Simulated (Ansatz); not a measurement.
# A series of single points on ZrB

System: ZrB (I4mm, 2 atoms in the cell).
Method: DFT PBE, scalar-relativistic, plane waves, PAW, no spin polarisation (Ansatz 0.2.0).

The 5 runs differ only in the geometry, by a shift of atoms along one path in a fixed cell. The shift s is measured from run 3: Zr1 moves along the Cartesian direction (0.00, 1.00, 0.00). The structure derives from an entry of the Crystallography Open Database.

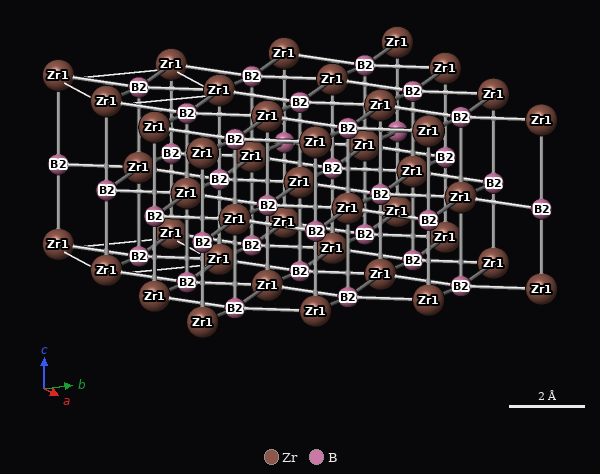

Figure 1. The structure of run 3 (ball-and-stick view of the cell 2 times as large as that of the calculation, set on its symmetry axes, repeated 3 × 3 × 1, seen slightly off an axis; atoms are numbered from 1 in the order of the input). An atom can appear more than once, as a periodic image.

**Input of run 3**
```yaml
crystal:
  lattice:
    - [0.0, 2.325, 2.325]
    - [2.325, 0.0, 2.325]
    - [2.325, 2.325, 0.0]
  atoms:
    - { symbol: Zr, position: [0.0268817204, -0.0268817204, 0.0268817204] }
    - { symbol: B, position: [0.5, 0.5, 0.5] }
basis:
  ecutwfc: 420
kpoints:
  mp_grid: { grid: [18, 18, 18] }
hamiltonian:
  xc: pbe
scf:
  occupations: { method: gaussian, width: 0.15 }
output:
  forces: true
  stress: true
  eigenvalues: true
```

Command:
```bash
ansatz run input.yaml --threads 1 --pin off --max-ram 2560MiB --backend cpu --events-out ev --progress --plain --runs-dir out
```

Run 2 differs from it as follows:
```diff
-    - { symbol: Zr, position: [0.0268817204, -0.0268817204, 0.0268817204] }
+    - { symbol: Zr, position: [0.0134408602, -0.0134408602, 0.0134408602] }
```

**Results, with one run withheld**

```tsv
run	shift s of Zr1 (Å)	free energy per atom, from the lowest run given (meV)	pressure (GPa)	force along the path (eV/Å)
1	−0.3750	136.83	38.52	3.116
2	−0.0625	?	?	?
3	0.0000	0.00	35.72	−1.348
4	0.0625	54.64	36.89	−2.169
5	0.1875	250.93	40.61	−4.203
```

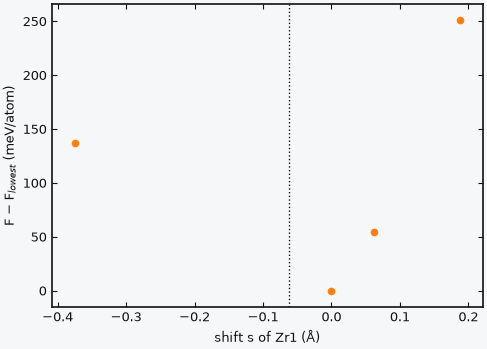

Figure 2. Free energy per atom of the runs given; the dotted line marks run 2.

What should run 2 give?

A quadratic polynomial in the coordinate, fitted to the 4 runs given, misses them by at most 3.20 meV per atom. With x = s + 0.0312, it reads F = −23.664 + 583.46 x + 3055.9 x² (meV per atom). At run 2 it gives −38.93 meV per atom, and the run itself gives −30.89. The slope of the fit gives a force −dF/ds of −0.784 eV/Å along the path (summed over the atoms that move), and the printed forces give −0.645 eV/Å. The fit has its minimum at s = −0.1267 Å. The fit misses that run by 8.04 meV per atom.

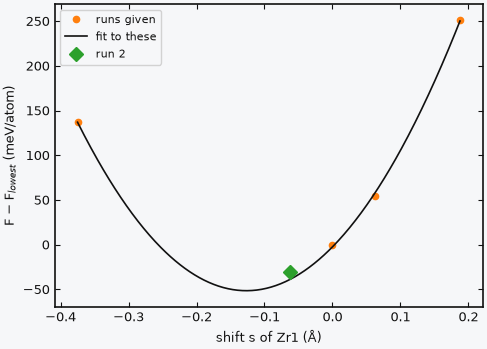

Figure 3. The fit and the withheld run.

**Output, shortened to warnings, some set-up lines, iterations and results (run 2)**
```
Basis set: ecut = 420 eV, 531 PW (Γ), exchange–correlation on 48×48×48 points (8 copies of the dense FFT grid, shifted against one another)
Symmetry: 8 space group operations
k-points: 480 of 5832 (time reversal used)
Initial density: superposition of atomic densities (neutral atoms: chi_scale 0, normalization atom), corrected by the library's trained network
[...]
SCF iter   1: F=—  HF=-4340.105493 eV  |F-HF|=—  |Δ(HF+E_count)|=         —  Δρ=3.05e-3  dr2=2.17e-3  ethr=1.77e-3  ⟨swp⟩=5.0  Hψ=28882  notcnv=0
SCF iter   2: F=—  HF=-4340.105128 eV  |F-HF|=—  |Δ(HF+E_count)|=   3.65e-4  Δρ=1.98e-3  dr2=8.77e-4  ethr=1.45e-5  ⟨swp⟩=2.2  Hψ=12082  notcnv=0
SCF iter   3: F=—  HF=-4340.104998 eV  |F-HF|=—  |Δ(HF+E_count)|=   1.30e-4  Δρ=3.59e-4  dr2=2.74e-5  ethr=5.85e-6  ⟨swp⟩=2.0  Hψ=7400  notcnv=0
SCF iter   4: F=—  HF=-4340.104990 eV  |F-HF|=—  |Δ(HF+E_count)|=   8.01e-6  Δρ=1.21e-4  dr2=1.54e-6  ethr=1.83e-7  ⟨swp⟩=2.8  Hψ=9425  notcnv=0
SCF iter   5: F=—  HF=-4340.104989 eV  |F-HF|=—  |Δ(HF+E_count)|=   3.04e-7  Δρ=3.13e-5  dr2=2.92e-7  ethr=1.03e-8  ⟨swp⟩=2.0  Hψ=9176  notcnv=0
SCF iter   6: F=-4340.104989 eV  HF=-4340.104989 eV  |F-HF|=2.75e-8  |Δ(HF+E_count)|=   1.01e-7  Δρ=1.32e-5  dr2=4.16e-8  ethr=6.67e-10  ⟨swp⟩=5.3  Hψ=23992  notcnv=0
SCF 1 converged in 6 iterations: F = -4340.104989 eV  dr2 = 4.16e-8
SCF converged after 6 iterations
Free energy (F): -4340.104989 eV
Harris-Foulkes:  -4340.104989 eV  (|F-HF|=2.75e-8)
Internal energy: -4340.092541 eV  (E = F + TS)
E sigma→0 (E₀):  -4340.098765 eV
Entropy (-TS):   -0.012448 eV (-6.224 meV/atom)
Fermi energy:    14.557116 eV
--- Per-component energies (eV) ---
  E_band       = -41.915031
  E_kinetic    = 388.757064
  E_local      = -561.725118  (includes V_loc(G=0)·N_el)
  E_nonlocal   = 92.663872
  E_hartree    = 177.493771
  E_xc         = -196.913331
  E_vxc        = -233.240686  (∫ρ·V_xc dr)
  E_paw        = -3032.911407  (= ΣΔE_a)
  E_vpaw       = -83.357370  (= ΣTr[D̂ρ^β])
  E_aug_tail   = 0.000019  (compensation charges beyond the density's cutoff)
  E_ewald      = -1207.457411
  E_smearing   = -0.012448  (= −TS)
  E_closure    = -0.000000  (closes the sum)
  Σ components = -4340.104989   (vs F -4340.104989, Δ=0.00e0)
--- Forces (eV/Å), atoms counted from 1 ---
  atom   1  Zr     0.00000000    -0.64535472     0.00000000
  atom   2  B      0.00000000     0.64534263     0.00000000
  max |Σ_I F_I| component: 1.21e-5 eV/Å
--- Stress (GPa, compression-positive) ---
       34.671436       0.000000       0.000000
        0.000000      35.800179       0.000000
        0.000000       0.000000      34.671436
  P = ⅓ Tr σ = 35.0477 GPa (350.477 kbar)
```
